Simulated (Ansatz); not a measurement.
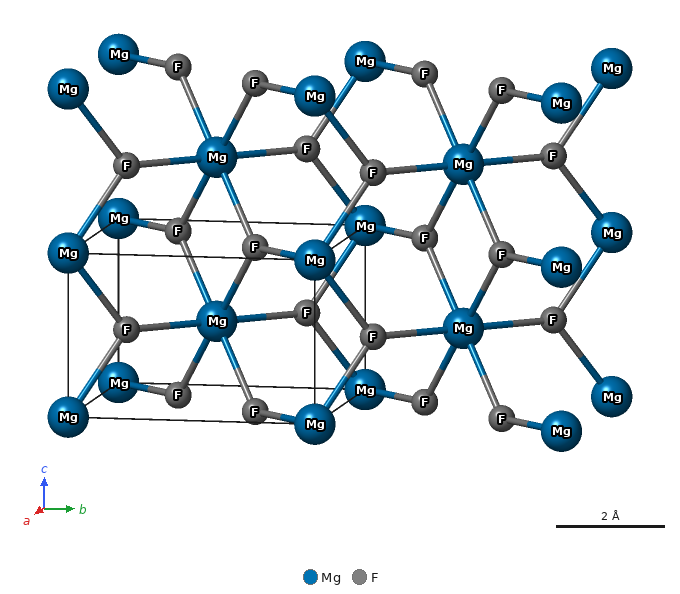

*The input geometry (ball-and-stick view of the cell of the calculation, repeated 1 × 2 × 2, seen slightly off an axis).*

Near neighbours in the crystal (not all of them lie inside the picture): Mg has 6 F at 2.02 Å; F has 3 Mg at 2.02 Å.

# MgF$_{2}$: geometry relaxation (part 1 of 2)

- system: MgF$_{2}$ (6 atoms in the cell)
- method: DFT LDA, scalar-relativistic, plane waves, PAW, no spin polarisation (Ansatz 0.2.0)

The structure derives from an entry of the Crystallography Open Database. It belongs to a series of runs on one base structure; here: relaxed again under DFT LDA, scalar-relativistic, plane waves, PAW.

## Input
```yaml
crystal:
  lattice:
    - [4.6975999886, 0.0, 0.0]
    - [0.0, 4.6975999886, 0.0]
    - [0.0, 0.0, 3.0930660367]
  atoms:
    - { symbol: Mg, position: [0.0, 0.0, 0.0] }
    - { symbol: Mg, position: [0.5, 0.5, 0.5] }
    - { symbol: F, position: [0.3035644572, 0.3035644572, 0.0] }
    - { symbol: F, position: [0.1964355428, 0.8035644572, 0.5] }
    - { symbol: F, position: [0.6964355428, 0.6964355428, 0.0] }
    - { symbol: F, position: [0.8035644572, 0.1964355428, 0.5] }
basis:
  ecutwfc: 420
kpoints:
  mp_grid: { grid: [6, 6, 8] }
hamiltonian:
  xc: lda
scf:
  occupations: { method: gaussian, width: 0.02 }
output:
  forces: true
  stress: true
  eigenvalues: true
  write_density: true
  write_potential: true
  elf: true
  volumetric_format: npy
relax:
  adjacent_minimum: "off"
  f_tol: 0.005
  max_steps: 50
  cell: { stress_tol: 0.05 }
```

Machine: 2 threads of Arm Neoverse V1, 24 GiB of memory available, shared host.

Launch command:
```bash
ansatz run input.yaml --threads 2 --pin off --max-ram 5120MiB --backend cpu --events-out ev --progress --plain --runs-dir out
```

## The program's output
```
Engine: ansatz 0.2.0, aarch64-unknown-linux-gnu
Pseudopotentials: kind: paw
Pseudopotential: Mg, paw, valence charge 10, recommended cutoff 420 eV (normal), Mg.paw.azcp
Pseudopotential: F, paw, valence charge 7, recommended cutoff 420 eV (normal), F.paw.azcp
Functional definition: SPW92
  exchange = slater_x
  correlation = pw_c
Crystal: 6 atoms, lattice volume = 68.256 Å³
Basis set: ecut = 420 eV, 1315 PW (Γ)
Bands: 30, of which v1, the nominal top of the filled ones, is band 24 counted from 1 (23 counted from 0)
Symmetry: 16 space group operations
Space group: P42/mnm (ITA 136), of the structure as read, at distance tolerance 4.1e-5 Å
k-points: 50 of 288
Non-local potential: Mg, projectors of the file, l = 0: 3, l = 1: 2, l = 2: 1
Non-local potential: F, projectors of the file, l = 0: 2, l = 1: 2, l = 2: 1
PAW form: soft (Blöchl's): semilocal exchange-correlation on the pseudo side does not see the compensation charge
PAW frozen core: Mg, regenerated for the run's functional, and the local potential with it (the file was generated under x = pbe(κ = 0.804, μ = 0.2195149727645171), c = pbe(β = 0.06672455060314922))
PAW frozen core: F, regenerated for the run's functional, and the local potential with it (the file was generated under x = pbe(κ = 0.804, μ = 0.2195149727645171), c = pbe(β = 0.06672455060314922))
PAW one-centre angular grid: Mg, 110 points (default); XC on 64 Gauss nodes
PAW one-centre angular grid: F, 110 points (default); XC on 64 Gauss nodes
Initial density: superposition of atomic densities (neutral atoms: chi_scale 0, normalization atom), corrected by the library's trained network
Initial wavefunctions: pseudopotential atomic-orbital guess
Functional: x = slater, c = lda
SCF iter   1: F=—  HF=-6988.597665 eV  |F-HF|=—  |Δ(HF+E_count)|=         —  Δρ=2.10e-2  dr2=2.07e-1  ethr=1.77e-3  ⟨swp⟩=6.1  Hψ=6895  notcnv=0
preconditioner: auto → Resta (q_TF=auto, 2.573 Å⁻¹)  ε∞=2.9  [insulator: Δε(μ)=6.234 eV  Ē_g=18.630 eV  σ=0.020 eV  W_gap=1.00  n_scr=18 (ndim 8)  ℏωp=25.4 eV  f_vac=0.103  D(μ)=0.00/eV (n_scr^D=0)  ε∞_Penn≈2.9]
SCF iter   2: F=—  HF=-6988.529045 eV  |F-HF|=—  |Δ(HF+E_count)|=   6.86e-2  Δρ=5.09e-3  dr2=4.85e-3  ethr=4.31e-4  ⟨swp⟩=2.1  Hψ=2729  notcnv=0  defer=92
SCF iter   3: F=—  HF=-6988.526773 eV  |F-HF|=—  |Δ(HF+E_count)|=   2.27e-3  Δρ=1.99e-3  dr2=1.52e-3  ethr=1.01e-5  ⟨swp⟩=2.0  Hψ=2712  notcnv=0  defer=92
SCF iter   4: F=—  HF=-6988.526254 eV  |F-HF|=—  |Δ(HF+E_count)|=   5.19e-4  Δρ=3.89e-4  dr2=5.48e-5  ethr=3.17e-6  ⟨swp⟩=2.0  Hψ=2576  notcnv=0  defer=92
SCF iter   5: F=—  HF=-6988.526246 eV  |F-HF|=—  |Δ(HF+E_count)|=   7.72e-6  Δρ=4.96e-5  dr2=7.70e-7  ethr=1.14e-7  ⟨swp⟩=2.0  Hψ=2197  notcnv=0  defer=92
SCF iter   6: F=-6988.526246 eV  HF=-6988.526246 eV  |F-HF|=2.30e-9  |Δ(HF+E_count)|=   3.69e-7  Δρ=4.34e-6  dr2=9.77e-9  ethr=2.08e-10  ⟨swp⟩=12.3  Hψ=10602  notcnv=0
SCF 1 converged in 6 iterations: F = -6988.526246 eV  dr2 = 9.77e-9
  greatest PAW one-centre occupation: 1.000 electrons in one spin orbital (limit 2), on the Mg atom at site 1 (counted from 0), in its partial waves of l = 1
relax step   1: F+E_penalty+E_count = -6988.52624632 eV  Δ(F+E_penalty+E_count) = +0.000e0 eV  max|allowed force component| = 6.034e-2 eV/Å  Δτ_max = 0.0000 Å  P = -8.247 GPa  Ω = 68.256 Å³  (6 SCF iters, dr2 threshold 1.00e-7 eV, accepted)
Crystal: 6 atoms, lattice volume = 66.076 Å³
Basis set: ecut = 420 eV, 1259 PW (Γ)
Initial density: handed on by an earlier stage of this run
Initial wavefunctions: those handed on with the density
iter 1 solved again at ethr=1.04e-5 eV; its pass at ethr=3.10e-3 eV (dr2=5.00e-3 eV) is discarded
SCF iter   1: F=—  HF=-6988.633870 eV  |F-HF|=—  |Δ(HF+E_count)|=         —  Δρ=2.57e-3  dr2=4.96e-3  ethr=1.04e-5  ⟨swp⟩=1.9  Hψ=7436  notcnv=0
preconditioner: auto → Resta (q_TF=auto, 2.587 Å⁻¹)  ε∞=2.8  [insulator: Δε(μ)=6.684 eV  Ē_g=19.133 eV  σ=0.020 eV  W_gap=1.00  n_scr=18 (ndim 8)  ℏωp=25.8 eV  f_vac=0.075  D(μ)=0.00/eV (n_scr^D=0)  ε∞_Penn≈2.8]
SCF iter   2: F=—  HF=-6988.631856 eV  |F-HF|=—  |Δ(HF+E_count)|=   2.01e-3  Δρ=1.46e-3  dr2=1.83e-3  ethr=1.03e-5  ⟨swp⟩=3.0  Hψ=2310  notcnv=0
SCF iter   3: F=—  HF=-6988.630986 eV  |F-HF|=—  |Δ(HF+E_count)|=   8.70e-4  Δρ=2.80e-4  dr2=8.35e-5  ethr=3.81e-6  ⟨swp⟩=2.4  Hψ=2580  notcnv=0
SCF iter   4: F=—  HF=-6988.630956 eV  |F-HF|=—  |Δ(HF+E_count)|=   2.99e-5  Δρ=1.30e-4  dr2=4.75e-6  ethr=1.74e-7  ⟨swp⟩=2.4  Hψ=2530  notcnv=0
SCF iter   5: F=—  HF=-6988.630956 eV  |F-HF|=—  |Δ(HF+E_count)|=   1.15e-7  Δρ=5.74e-5  dr2=1.51e-6  ethr=1.25e-9  ⟨swp⟩=11.0  Hψ=13007  notcnv=0
SCF iter   6: F=-6988.630956 eV  HF=-6988.630956 eV  |F-HF|=8.46e-8  |Δ(HF+E_count)|=   2.30e-7  Δρ=1.84e-5  dr2=1.71e-7  ethr=1.25e-9  ⟨swp⟩=9.6  Hψ=10440  notcnv=0
SCF 2 converged in 6 iterations: F = -6988.630956 eV  dr2 = 1.71e-7
relax step   2: F+E_penalty+E_count = -6988.63095609 eV  Δ(F+E_penalty+E_count) = -1.047e-1 eV  max|allowed force component| = 1.732e-2 eV/Å  Δτ_max = 0.0017 Å  P = -5.244 GPa  Ω = 66.076 Å³  energy of the carried Pulay correction = +1.303e-2 eV  (6 SCF iters, dr2 threshold 6.00e-7 eV, accepted)
Crystal: 6 atoms, lattice volume = 62.582 Å³
Basis set: ecut = 420 eV, 1203 PW (Γ)
iter 1 solved again at ethr=2.80e-5 eV; its pass at ethr=3.10e-3 eV (dr2=1.34e-2 eV) is discarded
SCF iter   1: F=—  HF=-6988.713862 eV  |F-HF|=—  |Δ(HF+E_count)|=         —  Δρ=4.34e-3  dr2=1.32e-2  ethr=2.80e-5  ⟨swp⟩=2.3  Hψ=7542  notcnv=0
preconditioner: auto → Resta (q_TF=auto, 2.610 Å⁻¹)  ε∞=2.8  [insulator: Δε(μ)=7.054 eV  Ē_g=19.677 eV  σ=0.020 eV  W_gap=1.00  n_scr=18 (ndim 8)  ℏωp=26.6 eV  f_vac=0.060  D(μ)=0.00/eV (n_scr^D=0)  ε∞_Penn≈2.8]
SCF iter   2: F=—  HF=-6988.708365 eV  |F-HF|=—  |Δ(HF+E_count)|=   5.50e-3  Δρ=2.40e-3  dr2=4.76e-3  ethr=2.74e-5  ⟨swp⟩=2.0  Hψ=2814  notcnv=0
SCF iter   3: F=—  HF=-6988.706137 eV  |F-HF|=—  |Δ(HF+E_count)|=   2.23e-3  Δρ=6.95e-4  dr2=3.11e-4  ethr=9.91e-6  ⟨swp⟩=2.2  Hψ=2479  notcnv=0
SCF iter   4: F=—  HF=-6988.706028 eV  |F-HF|=—  |Δ(HF+E_count)|=   1.09e-4  Δρ=4.03e-4  dr2=4.67e-5  ethr=6.48e-7  ⟨swp⟩=2.0  Hψ=2298  notcnv=0
SCF iter   5: F=—  HF=-6988.706014 eV  |F-HF|=—  |Δ(HF+E_count)|=   1.39e-5  Δρ=7.64e-5  dr2=2.38e-6  ethr=9.73e-8  ⟨swp⟩=2.1  Hψ=2330  notcnv=0
SCF iter   6: F=-6988.706015 eV  HF=-6988.706015 eV  |F-HF|=2.97e-8  |Δ(HF+E_count)|=   5.86e-7  Δρ=9.87e-6  dr2=5.50e-8  ethr=1.25e-9  ⟨swp⟩=9.9  Hψ=10821  notcnv=0
SCF 3 converged in 6 iterations: F = -6988.706015 eV  dr2 = 5.50e-8
  greatest PAW one-centre occupation: 1.000 electrons in one spin orbital (limit 2), on the Mg atom at site 0 (counted from 0), in its partial waves of l = 1
relax step   3: F+E_penalty+E_count = -6988.70601495 eV  Δ(F+E_penalty+E_count) = -7.506e-2 eV  max|allowed force component| = 8.757e-3 eV/Å  Δτ_max = 0.0041 Å  P = +0.577 GPa  Ω = 62.582 Å³  energy of the carried Pulay correction = +3.483e-2 eV  (6 SCF iters, dr2 threshold 6.00e-7 eV, accepted)
Crystal: 6 atoms, lattice volume = 62.910 Å³
Basis set: ecut = 420 eV, 1219 PW (Γ)
iter 1 solved again at ethr=3.58e-7 eV; its pass at ethr=3.10e-3 eV (dr2=1.72e-4 eV) is discarded
SCF iter   1: F=—  HF=-6988.704537 eV  |F-HF|=—  |Δ(HF+E_count)|=         —  Δρ=6.84e-4  dr2=1.73e-4  ethr=3.58e-7  ⟨swp⟩=2.1  Hψ=7388  notcnv=0
preconditioner: auto → Resta (q_TF=auto, 2.608 Å⁻¹)  ε∞=2.8  [insulator: Δε(μ)=7.050 eV  Ē_g=19.638 eV  σ=0.020 eV  W_gap=1.00  n_scr=18 (ndim 8)  ℏωp=26.5 eV  f_vac=0.073  D(μ)=0.00/eV (n_scr^D=0)  ε∞_Penn≈2.8]
SCF iter   2: F=—  HF=-6988.704480 eV  |F-HF|=—  |Δ(HF+E_count)|=   5.71e-5  Δρ=3.63e-4  dr2=6.00e-5  ethr=3.58e-7  ⟨swp⟩=2.0  Hψ=2564  notcnv=0
SCF iter   3: F=—  HF=-6988.704458 eV  |F-HF|=—  |Δ(HF+E_count)|=   2.23e-5  Δρ=1.06e-4  dr2=5.68e-6  ethr=1.25e-7  ⟨swp⟩=2.9  Hψ=2629  notcnv=0
SCF iter   4: F=-6988.704455 eV  HF=-6988.704456 eV  |F-HF|=3.25e-7  |Δ(HF+E_count)|=   1.75e-6  Δρ=4.06e-5  dr2=5.18e-7  ethr=1.25e-9  ⟨swp⟩=8.0  Hψ=10681  notcnv=0
SCF 4 converged in 4 iterations: F = -6988.704455 eV  dr2 = 5.18e-7
relax step   4: F+E_penalty+E_count = -6988.70445546 eV  Δ(F+E_penalty+E_count) = +1.559e-3 eV  max|allowed force component| = 1.644e-2 eV/Å  Δτ_max = 0.0030 Å  P = -0.051 GPa  Ω = 62.910 Å³  energy of the carried Pulay correction = +3.273e-2 eV  (4 SCF iters, dr2 threshold 6.00e-7 eV, accepted)
Crystal: 6 atoms, lattice volume = 62.896 Å³
iter 1 solved again at ethr=2.68e-8 eV; its pass at ethr=3.10e-3 eV (dr2=1.29e-5 eV) is discarded
SCF iter   1: F=—  HF=-6988.704656 eV  |F-HF|=—  |Δ(HF+E_count)|=         —  Δρ=3.32e-4  dr2=1.23e-5  ethr=2.68e-8  ⟨swp⟩=2.4  Hψ=7061  notcnv=0
preconditioner: auto → Resta (q_TF=auto, 2.608 Å⁻¹)  ε∞=2.8  [insulator: Δε(μ)=7.050 eV  Ē_g=19.639 eV  σ=0.020 eV  W_gap=1.00  n_scr=18 (ndim 8)  ℏωp=26.5 eV  f_vac=0.072  D(μ)=0.00/eV (n_scr^D=0)  ε∞_Penn≈2.8]
SCF iter   2: F=—  HF=-6988.704656 eV  |F-HF|=—  |Δ(HF+E_count)|=   3.87e-8  Δρ=1.73e-4  dr2=3.39e-6  ethr=2.56e-8  ⟨swp⟩=1.0  Hψ=1500  notcnv=0
SCF iter   3: F=—  HF=-6988.704656 eV  |F-HF|=—  |Δ(HF+E_count)|=   4.02e-7  Δρ=4.58e-5  dr2=6.48e-7  ethr=7.05e-9  ⟨swp⟩=2.4  Hψ=2186  notcnv=0
SCF iter   4: F=—  HF=-6988.704656 eV  |F-HF|=—  |Δ(HF+E_count)|=   1.74e-7  Δρ=5.99e-6  dr2=1.76e-8  ethr=1.35e-9  ⟨swp⟩=2.0  Hψ=2204  notcnv=0
SCF iter   5: F=-6988.704656 eV  HF=-6988.704656 eV  |F-HF|=2.46e-10  |Δ(HF+E_count)|=   2.89e-9  Δρ=1.33e-6  dr2=5.28e-10  ethr=3.52e-11  ⟨swp⟩=7.0  Hψ=8113  notcnv=0
SCF 5 converged in 5 iterations: F = -6988.704656 eV  dr2 = 5.28e-10
relax step   5: F+E_penalty+E_count = -6988.70465616 eV  Δ(F+E_penalty+E_count) = -2.007e-4 eV  max|allowed force component| = 1.189e-3 eV/Å  Δτ_max = 0.0023 Å  P = -0.000 GPa  Ω = 62.896 Å³  energy of the carried Pulay correction = +3.282e-2 eV  (5 SCF iters, dr2 threshold 1.69e-8 eV, accepted)
Initial wavefunctions: pseudopotential atomic-orbital guess (no wavefunctions were taken with the density)
iter 1 solved again at ethr=1.78e-7 eV; its pass at ethr=3.10e-3 eV (dr2=8.55e-5 eV) is discarded
SCF iter   1: F=—  HF=-6988.684301 eV  |F-HF|=—  |Δ(HF+E_count)|=         —  Δρ=8.87e-4  dr2=6.88e-5  ethr=1.78e-7  ⟨swp⟩=3.4  Hψ=10890  notcnv=0
preconditioner: auto → Resta (q_TF=auto, 2.608 Å⁻¹)  ε∞=2.8  [insulator: Δε(μ)=7.049 eV  Ē_g=19.639 eV  σ=0.020 eV  W_gap=1.00  n_scr=18 (ndim 8)  ℏωp=26.5 eV  f_vac=0.071  D(μ)=0.00/eV (n_scr^D=0)  ε∞_Penn≈2.8]
SCF iter   2: F=—  HF=-6988.684286 eV  |F-HF|=—  |Δ(HF+E_count)|=   1.55e-5  Δρ=3.79e-4  dr2=1.58e-5  ethr=1.43e-7  ⟨swp⟩=2.0  Hψ=2293  notcnv=0
SCF iter   3: F=—  HF=-6988.684283 eV  |F-HF|=—  |Δ(HF+E_count)|=   2.59e-6  Δρ=1.44e-4  dr2=1.54e-6  ethr=3.30e-8  ⟨swp⟩=1.2  Hψ=1553  notcnv=0
SCF iter   4: F=—  HF=-6988.684284 eV  |F-HF|=—  |Δ(HF+E_count)|=   5.62e-7  Δρ=3.01e-6  dr2=1.64e-9  ethr=3.22e-9  ⟨swp⟩=2.8  Hψ=2249  notcnv=0
SCF iter   5: F=—  HF=-6988.684284 eV  |F-HF|=—  |Δ(HF+E_count)|=  3.27e-10  Δρ=1.07e-6  dr2=2.42e-10  ethr=1.00e-12  ⟨swp⟩=6.2  Hψ=7513  notcnv=0
SCF iter   6: F=-6988.684284 eV  HF=-6988.684284 eV  |F-HF|=1.82e-12  |Δ(HF+E_count)|=  5.55e-11  Δρ=1.34e-7  dr2=9.68e-12  ethr=1.00e-12  ⟨swp⟩=6.0  Hψ=6696  notcnv=0
SCF 6 converged in 6 iterations: F = -6988.684284 eV  dr2 = 9.68e-12
relax step   6: F+E_penalty+E_count = -6988.68428356 eV  Δ(F+E_penalty+E_count) = +2.037e-2 eV  max|allowed force component| = 1.131e-3 eV/Å  Δτ_max = 0.0000 Å  P = -0.683 GPa  Ω = 62.896 Å³  stress off target by 6.91e-1 GPa  SCF on the basis re-selected at this cell (its energy is not comparable with the rows above)  (6 SCF iters)
basis re-selected at this cell: Δ(F+E_penalty+E_count) = +2.037e-2 eV, ΔP = -0.683 GPa vs the last step (what re-selecting the basis moved, of the pressure what is left beyond the Pulay correction that the steps carried, after the strain that the cell walked since its last selection, with what the two solves' SCF thresholds leave and, on support functions, any second-order correction that the steps lacked; it is no measure of the basis error at this ecutwfc). This SCF's stress stands 6.91e-1 GPa from its target on what of the cell is left free (relax.cell.stress_tol is 5.00e-2 GPa) and its largest allowed force component is 1.13e-3 eV/Å (relax.f_tol is 5.00e-3 eV/Å): not within both, so this SCF does not close the relaxation
Crystal: 6 atoms, lattice volume = 62.524 Å³
iter 1 solved again at ethr=3.32e-7 eV; its pass at ethr=3.10e-3 eV (dr2=1.60e-4 eV) is discarded
SCF iter   1: F=—  HF=-6988.687503 eV  |F-HF|=—  |Δ(HF+E_count)|=         —  Δρ=5.10e-4  dr2=1.64e-4  ethr=3.32e-7  ⟨swp⟩=2.0  Hψ=7012  notcnv=0
preconditioner: auto → Resta (q_TF=auto, 2.611 Å⁻¹)  ε∞=2.8  [insulator: Δε(μ)=7.088 eV  Ē_g=19.698 eV  σ=0.020 eV  W_gap=1.00  n_scr=18 (ndim 8)  ℏωp=26.6 eV  f_vac=0.071  D(μ)=0.00/eV (n_scr^D=0)  ε∞_Penn≈2.8]
SCF iter   2: F=—  HF=-6988.687436 eV  |F-HF|=—  |Δ(HF+E_count)|=   6.70e-5  Δρ=2.72e-4  dr2=5.81e-5  ethr=3.32e-7  ⟨swp⟩=2.1  Hψ=1911  notcnv=0
SCF iter   3: F=—  HF=-6988.687410 eV  |F-HF|=—  |Δ(HF+E_count)|=   2.60e-5  Δρ=8.68e-5  dr2=4.66e-6  ethr=1.21e-7  ⟨swp⟩=3.0  Hψ=2667  notcnv=0
SCF iter   4: F=-6988.687409 eV  HF=-6988.687409 eV  |F-HF|=3.38e-7  |Δ(HF+E_count)|=   1.48e-6  Δρ=4.03e-5  dr2=4.71e-7  ethr=1.25e-9  ⟨swp⟩=8.0  Hψ=10633  notcnv=0
SCF 7 converged in 4 iterations: F = -6988.687409 eV  dr2 = 4.71e-7
relax step   7: F+E_penalty+E_count = -6988.68740867 eV  Δ(F+E_penalty+E_count) = -3.125e-3 eV  max|allowed force component| = 5.248e-4 eV/Å  Δτ_max = 0.0008 Å  P = +0.014 GPa  Ω = 62.524 Å³  energy of the carried Pulay correction = +2.339e-3 eV  (4 SCF iters, dr2 threshold 6.00e-7 eV, accepted)
iter 1 solved again at ethr=6.10e-8 eV; its pass at ethr=3.10e-3 eV (dr2=2.93e-5 eV) is discarded
SCF iter   1: F=—  HF=-6988.685084 eV  |F-HF|=—  |Δ(HF+E_count)|=         —  Δρ=1.15e-4  dr2=1.80e-6  ethr=6.10e-8  ⟨swp⟩=3.1  Hψ=11103  notcnv=0
preconditioner: auto → Resta (q_TF=auto, 2.611 Å⁻¹)  ε∞=2.8  [insulator: Δε(μ)=7.090 eV  Ē_g=19.698 eV  σ=0.020 eV  W_gap=1.00  n_scr=18 (ndim 8)  ℏωp=26.6 eV  f_vac=0.071  D(μ)=0.00/eV (n_scr^D=0)  ε∞_Penn≈2.8]
SCF iter   2: F=—  HF=-6988.685085 eV  |F-HF|=—  |Δ(HF+E_count)|=   6.65e-7  Δρ=3.92e-5  dr2=2.46e-7  ethr=3.74e-9  ⟨swp⟩=2.0  Hψ=2296  notcnv=0
SCF iter   3: F=—  HF=-6988.685085 eV  |F-HF|=—  |Δ(HF+E_count)|=   1.69e-8  Δρ=1.99e-5  dr2=5.59e-8  ethr=5.12e-10  ⟨swp⟩=1.0  Hψ=1500  notcnv=0
SCF iter   4: F=—  HF=-6988.685085 eV  |F-HF|=—  |Δ(HF+E_count)|=  1.39e-10  Δρ=1.22e-6  dr2=1.19e-9  ethr=1.16e-10  ⟨swp⟩=1.9  Hψ=2155  notcnv=0
SCF iter   5: F=—  HF=-6988.685085 eV  |F-HF|=—  |Δ(HF+E_count)|=  9.55e-11  Δρ=4.83e-7  dr2=6.99e-11  ethr=2.48e-12  ⟨swp⟩=2.2  Hψ=2144  notcnv=0
SCF iter   6: F=-6988.685085 eV  HF=-6988.685085 eV  |F-HF|=9.09e-13  |Δ(HF+E_count)|=  8.37e-11  Δρ=1.10e-7  dr2=2.72e-12  ethr=1.00e-12  ⟨swp⟩=6.0  Hψ=6578  notcnv=0
SCF 8 converged in 6 iterations: F = -6988.685085 eV  dr2 = 2.72e-12
relax step   8: F+E_penalty+E_count = -6988.68508486 eV  Δ(F+E_penalty+E_count) = +2.324e-3 eV  max|allowed force component| = 5.510e-4 eV/Å  Δτ_max = 0.0000 Å  P = -0.033 GPa  Ω = 62.524 Å³  stress off target by 3.48e-2 GPa  SCF on the basis re-selected at this cell (its energy is not comparable with the rows above)  (6 SCF iters)
```

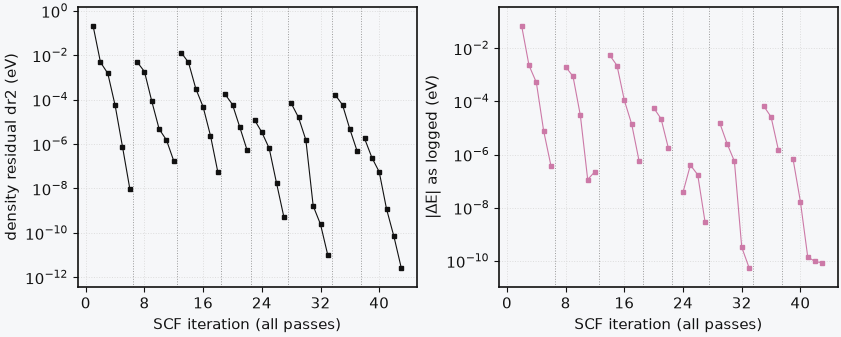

*Convergence of the self-consistent field: density residual dr2 and size of the energy change against the SCF iteration. The dotted lines part the SCF passes of the relaxation: geometry steps, rejected trials and re-solves on a re-selected basis.*

The 8 passes take 4 to 6 iterations each, 43 in all.
